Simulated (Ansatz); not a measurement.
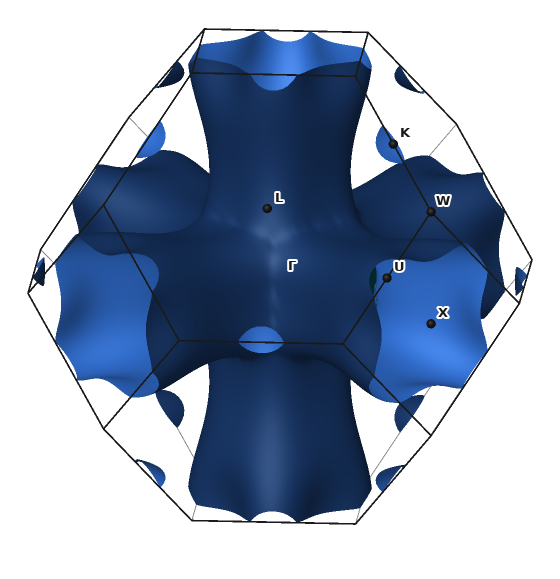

A computed Fermi surface in the first Brillouin zone. Each colour is one band. The brighter face of a sheet looks towards empty states.

Which Bravais lattice has this zone?

Face-centred cubic.

What do the sheets look like?

The purple sheet: one hole pocket centred at Γ (3.5 % of the zone).
The teal sheet: one hole pocket centred at Γ (8.4 % of the zone).
The blue sheet: a multiply connected open sheet, with filled and empty regions both running through the repeated zones in all directions (the band is filled at L and empty at Γ and X).

The surface was computed for HfB in space group Fm-3m; other compounds with the same structure and electron count can look alike.

These are results of Ansatz, DFT PBE, scalar-relativistic, plane waves, PAW; levels and slopes on a dense k mesh at the converged density, not measurements. No spin polarisation. k mesh for the levels: 34×34×34. The geometry was not relaxed (residual pressure 30 GPa). Sheets, masses and frequencies are those of this strained cell.

Spin-orbit coupling is left out; with Hf it can split, shift or remove sheets. Necks and pockets thinner than about two mesh steps aren't resolved, so separate pockets may in truth be joined.
